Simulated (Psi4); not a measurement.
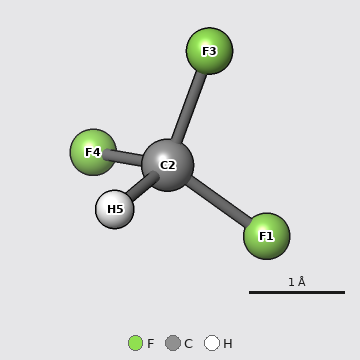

**Figure 1.** The input geometry (ball-and-stick view, seen at a tilt; atoms are numbered from 1 in the order of the input). Bond lengths as drawn: C–F 1.33 Å and C–H 1.10 Å.

Run report: CHF$_{3}$, energy and gradient calculation

- system: CHF$_{3}$, SMILES FC(F)F
- method: PBE0/6-31G, RKS (Psi4 1.11)

The geometry comes from this level: GFN2-xTB.

Log
```
Psi4 1.11 release

gradient() will perform analytic gradient computation.

   => Loading Basis Set <=

    Name: 6-31G
    Role: ORBITAL
    Keyword: BASIS

         ---------------------------------------------------------
                                   SCF
                              RKS Reference
                        1 Threads,   1525 MiB Core
         ---------------------------------------------------------

  ==> Geometry <==

    Molecular point group: c1
    Full point group: C1

    Geometry (in Angstrom), charge = 0, multiplicity = 1:

       Center              X                  Y                   Z               Mass
    ------------   -----------------  -----------------  -----------------  -----------------
         F           -0.667670000000    -0.332390000000     1.075060000000    18.998403162730
         C            0.018950000000     0.054610000000     0.006800000000    12.000000000000
         F            1.042420000000    -0.774930000000    -0.157420000000    18.998403162730
         F           -0.771270000000    -0.038770000000    -1.056390000000    18.998403162730
         H            0.377570000000     1.091490000000     0.131950000000     1.007825032230

  Running in c1 symmetry.

  Rotational constants: A =      0.30702  B =      0.30698  C =      0.19125 [cm^-1]
  Rotational constants: A =   9204.31097  B =   9202.88524  C =   5733.48372 [MHz]
  Nuclear repulsion =  134.276546019310217

  Charge       = 0
  Multiplicity = 1
  Electrons    = 34
  Nalpha       = 17
  Nbeta        = 17

  ==> Algorithm <==

  SCF Algorithm Type is PK.
  DIIS enabled.
  MOM disabled.
  Fractional occupation disabled.
  Guess Type is SAD.
  Energy threshold   = 1.00e-09
  Density threshold  = 1.00e-08
  Integral threshold = 1.00e-12

  ==> Primary Basis <==

  Basis Set: 6-31G
    Blend: 6-31G
    Number of shells: 22
    Number of basis functions: 38
    Number of Cartesian functions: 38
    Spherical Harmonics?: true
    Max angular momentum: 1

  ==> DFT Potential <==

   => LibXC <=

    Version 7.1.2

   => Composite Functional: PBE0 <=

    PBE0 Hyb-GGA Exchange-Correlation Functional

    Deriv               =              1
    GGA                 =           TRUE
    Meta                =          FALSE

    Exchange Hybrid     =           TRUE
    MP2 Hybrid          =          FALSE

   => Exchange Functionals <=

    0.7500   Perdew, Burke & Ernzerhof

   => Exact (HF) Exchange <=

    0.2500               HF

   => Correlation Functionals <=

    1.0000   Perdew, Burke & Ernzerhof

   => LibXC Density Thresholds  <==

    XC_HYB_GGA_XC_PBEH:  1.00E-15

   => Molecular Quadrature <=

    Radial Scheme          =       TREUTLER
    Pruning Scheme         =           NONE
    Nuclear Scheme         =       TREUTLER

    Blocking Scheme        =         OCTREE
    BS radius alpha        =              1
    Pruning alpha          =              1
    Radial Points          =             99
    Spherical Points       =            590
    Total Points           =         278624
    Total Blocks           =           2094
    Max Points             =            256
    Max Functions          =             37
    Weights Tolerance      =       1.00E-15

  ==> Integral Setup <==

  Using in-core PK algorithm.
   Calculation information:
      Number of atoms:                   5
      Number of AO shells:              22
      Number of primitives:             60
      Number of atomic orbitals:        38
      Number of basis functions:        38

      Integral cutoff                 1.00e-12
      Number of threads:                 1

  Performing in-core PK
  Using 549822 doubles for integral storage.
  We computed 31044 shell quartets total.
  Whereas there are 32131 unique shell quartets.

  ==> DiskJK: Disk-Based J/K Matrices <==

    J tasked:                  Yes
    K tasked:                  Yes
    wK tasked:                  No
    Memory [MiB]:              868
    Schwarz Cutoff:          1E-12

  Cached 100.0% of DFT collocation blocks in 0.270 [GiB].

  Minimum eigenvalue in the overlap matrix is 1.6858405766E-02.
  Reciprocal condition number of the overlap matrix is 4.3994228954E-03.
    Using symmetric orthogonalization.

  ==> Pre-Iterations <==

  SCF Guess: Superposition of Atomic Densities via on-the-fly atomic UHF (no occupation information).

   -------------------------
    Irrep   Nso     Nmo
   -------------------------
     A         38      38
   -------------------------
    Total      38      38
   -------------------------

  ==> Iterations <==

                        Total Energy        Delta E     RMS |[F,P]|

   @RKS iter SAD:  -337.66346211669605   -3.37663e+02   0.00000e+00
   @RKS iter   1:  -337.75433103289765   -9.08689e-02   1.08298e-02 ADIIS/DIIS
   @RKS iter   2:  -337.71494903466015    3.93820e-02   1.44513e-02 ADIIS/DIIS
   @RKS iter   3:  -337.81262040553588   -9.76714e-02   3.38650e-04 ADIIS/DIIS
   @RKS iter   4:  -337.81266878003862   -4.83745e-05   1.48009e-04 ADIIS/DIIS
   @RKS iter   5:  -337.81268498010007   -1.62001e-05   8.36986e-06 DIIS
   @RKS iter   6:  -337.81268503096356   -5.08635e-08   2.08212e-06 DIIS
   @RKS iter   7:  -337.81268503252636   -1.56280e-09   1.12469e-06 DIIS
   @RKS iter   8:  -337.81268503311406   -5.87704e-10   4.06804e-08 DIIS
   @RKS iter   9:  -337.81268503311537   -1.30740e-12   2.01781e-09 DIIS
  Energy and wave function converged.

  ==> Post-Iterations <==

   Electrons on quadrature grid:
      Ntotal   =   34.0000000833 ; deviation = 8.327e-08

    Orbital Energies [Eh]
    ---------------------

    Doubly Occupied:

       1A    -24.825333     2A    -24.825276     3A    -24.825153
       4A    -10.494205     5A     -1.383712     6A     -1.282124
       7A     -1.281937     8A     -0.747582     9A     -0.642668
      10A     -0.618611    11A     -0.618567    12A     -0.487077
      13A     -0.487066    14A     -0.453706    15A     -0.453628
      16A     -0.432801    17A     -0.413057

    Virtual:

      18A      0.113574    19A      0.150840    20A      0.151009
      21A      0.206373    22A      0.496874    23A      0.496984
      24A      0.527151    25A      0.739465    26A      0.824192
      27A      1.112798    28A      1.112831    29A      1.231019
      30A      1.252197    31A      1.252300    32A      1.382019
      33A      1.445899    34A      1.445928    35A      1.568801
      36A      1.987089    37A      1.987251    38A      2.398335

    Final Occupation by Irrep:
              A
    DOCC [    17 ]
    NA   [    17 ]
    NB   [    17 ]

  @RKS Final Energy:  -337.81268503311537

   => Energetics <=

    Nuclear Repulsion Energy =            134.2765460193102172
    One-Electron Energy =                -735.7015894513133389
    Two-Electron Energy =                 291.5914588215594563
    DFT Exchange-Correlation Energy =     -27.9791004226716886
    Empirical Dispersion Energy =           0.0000000000000000
    VV10 Nonlocal Energy =                  0.0000000000000000
    Total Energy =                       -337.8126850331153719

Computation Completed

Properties will be evaluated at   0.000000,   0.000000,   0.000000 [a0]

Properties computed using the SCF density matrix

 Multipole Moments:

 ------------------------------------------------------------------------------------
     Multipole            Electronic (a.u.)      Nuclear  (a.u.)        Total (a.u.)
 ------------------------------------------------------------------------------------

 L = 1.  Multiply by 2.5417464519 to convert [e a0] to [Debye]
 Dipole X            :          6.0454816           -5.8154621            0.2300195
 Dipole Y            :         17.4743741          -16.8103611            0.6640130
 Dipole Z            :          2.1144793           -2.0333453            0.0811340
 Magnitude           :                                                    0.7073931

 ------------------------------------------------------------------------------------

	total time  =          3 seconds =       0.05 minutes

         ------------------------------------------------------------
                                   SCF GRAD
         ------------------------------------------------------------

  ==> Geometry <==

    Molecular point group: c1
    Full point group: C1

    Geometry (in Angstrom), charge = 0, multiplicity = 1:

       Center              X                  Y                   Z               Mass
    ------------   -----------------  -----------------  -----------------  -----------------
         F           -0.667670000000    -0.332390000000     1.075060000000    18.998403162730
         C            0.018950000000     0.054610000000     0.006800000000    12.000000000000
         F            1.042420000000    -0.774930000000    -0.157420000000    18.998403162730
         F           -0.771270000000    -0.038770000000    -1.056390000000    18.998403162730
         H            0.377570000000     1.091490000000     0.131950000000     1.007825032230

  Nuclear repulsion =  134.276546019310217

  ==> Basis Set <==

  Basis Set: 6-31G
    Blend: 6-31G
    Number of shells: 22
    Number of basis functions: 38
    Number of Cartesian functions: 38
    Spherical Harmonics?: true
    Max angular momentum: 1

  ==> DirectJKGrad: Integral-Direct SCF Gradients <==

    Gradient:                    1
    J tasked:                  Yes
    K tasked:                  Yes
    wK tasked:                  No
    Integrals threads:           1
    Schwarz Cutoff:          1E-12

  ==> DFT Potential <==

   => LibXC <=

    Version 7.1.2

   => Composite Functional: PBE0 <=

    PBE0 Hyb-GGA Exchange-Correlation Functional

    Deriv               =              1
    GGA                 =           TRUE
    Meta                =          FALSE

    Exchange Hybrid     =           TRUE
    MP2 Hybrid          =          FALSE

   => Exchange Functionals <=

    0.7500   Perdew, Burke & Ernzerhof

   => Exact (HF) Exchange <=

    0.2500               HF

   => Correlation Functionals <=

    1.0000   Perdew, Burke & Ernzerhof

   => LibXC Density Thresholds  <==

    XC_HYB_GGA_XC_PBEH:  1.00E-15

   => Molecular Quadrature <=

    Radial Scheme          =       TREUTLER
    Pruning Scheme         =           NONE
    Nuclear Scheme         =       TREUTLER

    Blocking Scheme        =         OCTREE
    BS radius alpha        =              1
    Pruning alpha          =              1
    Radial Points          =             99
    Spherical Points       =            590
    Total Points           =         278624
    Total Blocks           =           2094
    Max Points             =            256
    Max Functions          =             37
    Weights Tolerance      =       1.00E-15

  -Total Gradient:
     Atom            X                  Y                   Z
    ------   -----------------  -----------------  -----------------
       1        0.024894636887     0.012089717978    -0.040350103993
       2       -0.017380460424    -0.050631535177    -0.005806297579
       3       -0.039165161235     0.028649733412     0.005832451483
       4        0.028607308464     0.001045612024     0.039267136161
       5        0.003054392739     0.008842676422     0.001042110980

	total time  =          0 seconds =       0.00 minutes

  Variable Map:
  ----------------------------------------------------------------------------
  "CURRENT ENERGY"              =>    -337.812685033115
  "CURRENT REFERENCE ENERGY"    =>    -337.812685033115
  "DD SOLVATION ENERGY"         =>       0.000000000000
  "DFT FUNCTIONAL TOTAL ENERGY" =>    -337.812685033115
  "DFT TOTAL ENERGY"            =>    -337.812685033115
  "DFT VV10 ENERGY"             =>       0.000000000000
  "DFT XC ENERGY"               =>     -27.979100422672
  "GRID ELECTRONS ALPHA"        =>      17.000000041633
  "GRID ELECTRONS BETA"         =>      17.000000041633
  "GRID ELECTRONS TOTAL"        =>      34.000000083267
  "NUCLEAR REPULSION ENERGY"    =>     134.276546019310
  "ONE-ELECTRON ENERGY"         =>    -735.701589451313
  "PCM POLARIZATION ENERGY"     =>       0.000000000000
  "PE ENERGY"                   =>       0.000000000000
  "SCF ITERATION ENERGY"        =>    -337.812685033115
  "SCF ITERATIONS"              =>       9.000000000000
  "SCF TOTAL ENERGY"            =>    -337.812685033115
  "TWO-ELECTRON ENERGY"         =>     291.591458821559
  "XC GRID RADIAL POINTS"       =>      99.000000000000
  "XC GRID SPHERICAL POINTS"    =>     590.000000000000
  "XC GRID TOTAL POINTS"        =>  278624.000000000000

  Array Variable Map:
  ----------------------------------------------------------------------------
  "CURRENT DIPOLE"              =>       0.230019510853 ... 0.081134032404 1 by 3
  "CURRENT GRADIENT"            =>       0.024894636887 ... 0.001042110980 5 by 3
  "DFT TOTAL GRADIENT"          =>       0.024894636887 ... 0.001042110980 5 by 3
  "SCF DIPOLE"                  =>       0.230019510853 ... 0.081134032404 1 by 3
  "SCF TOTAL ENERGIES"          =>    -337.663462116696 ... -337.812685033115 1 by 10
  "SCF TOTAL GRADIENT"          =>       0.024894636887 ... 0.001042110980 5 by 3

    Psi4 run time: 0:00:03.76
```

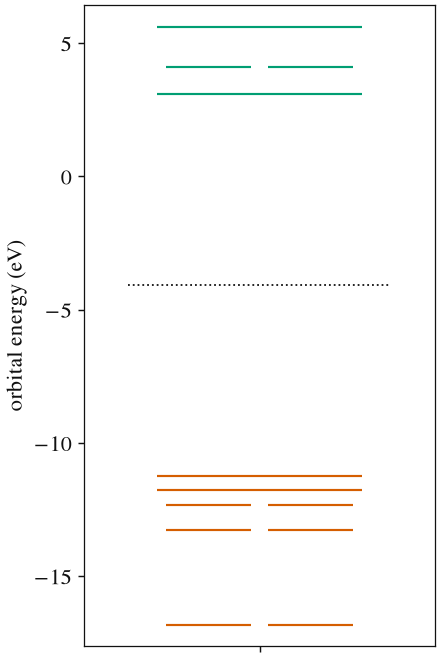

**Figure 2.** Orbital energies near the frontier; the dotted line parts filled from empty levels, and levels within 0.02 eV of each other stand side by side. Highest filled −11.24 eV, lowest empty 3.09 eV, 14.33 eV apart.

The run was set up as follows.

Input file (input.dat)
```
memory 1600 mb

molecule molecule1 {
  0 1
  F     -0.667670    -0.332390     1.075060
  C      0.018950     0.054610     0.006800
  F      1.042420    -0.774930    -0.157420
  F     -0.771270    -0.038770    -1.056390
  H      0.377570     1.091490     0.131950
  symmetry c1
  no_reorient
  no_com
}

set globals {
  basis 6-31G
  reference rks
  puream true
  e_convergence 1e-09
  d_convergence 1e-08
  scf_type pk
  dft_radial_points 99
  dft_spherical_points 590
}

gradient("pbe0")
print_variables()
```

Run as:
```bash
psi4 input.dat output.dat -n 1
```

Key numbers

| quantity | value |
| --- | --- |
| outcome | converged |
| total energy | −337.812685 hartree |
| basis functions | 38 |
| largest force | 2.769 eV/Å |
| HOMO | −11.24 eV |
| LUMO | 3.09 eV |
| dipole moment | 1.80 D |
| hardware | 1 thread of Intel Xeon (Granite Rapids), 12 GiB of memory available, shared host |
| wall time | 4.8 s |
| peak memory | 0.5 GiB |
